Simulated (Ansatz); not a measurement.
System: SnTe (slab).

```cif
data_structure
_symmetry_space_group_name_H-M 'P 1'
_symmetry_Int_Tables_number 1
_cell_length_a 4.4100
_cell_length_b 4.4100
_cell_length_c 27.6025
_cell_angle_alpha 90.000
_cell_angle_beta 90.000
_cell_angle_gamma 120.000
_cell_volume 464.89
loop_
_atom_site_label
_atom_site_type_symbol
_atom_site_fract_x
_atom_site_fract_y
_atom_site_fract_z
_atom_site_occupancy
Te1 Te 0.33333 0.66667 0.27171 1
Sn1 Sn 0.66667 0.33333 0.33694 1
Te2 Te 0.00000 0.00000 0.40216 1
Sn2 Sn 0.33333 0.66667 0.46739 1
Te3 Te 0.66667 0.33333 0.53261 1
Sn3 Sn 0.00000 0.00000 0.59784 1
Te4 Te 0.33333 0.66667 0.66306 1
Sn4 Sn 0.66667 0.33333 0.72829 1
```

Not relaxed (largest force 1.7 eV/Å).

Theory: DFT LDA, scalar-relativistic, plane waves, PAW (Ansatz).

> Predict the valence pseudo-density and electron localisation function between the atoms.

Sn–Te (3.12 Å): the density is about 0.23 e/Å³ at the midpoint; the ELF peaks at about 0.60 in the valence shell of Te, 1.2 Å from its nucleus, and drops to about 0.35 between the two atoms.

> Metal or insulator at this level of theory?

It is gapless in this calculation (a metal or semimetal).

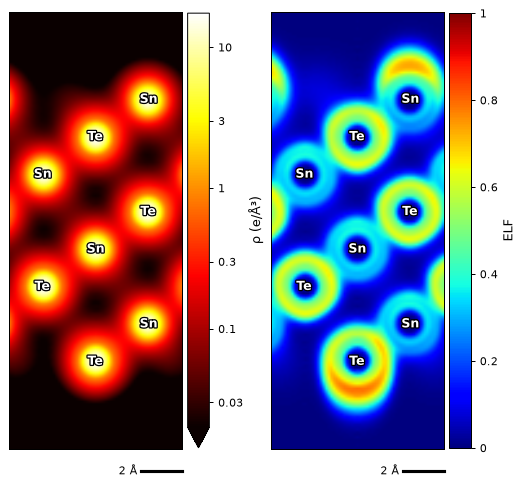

Computed valence pseudo-density and electron localisation function on the (110) plane of the calculation cell, a cut from vacuum to vacuum, in this order. 
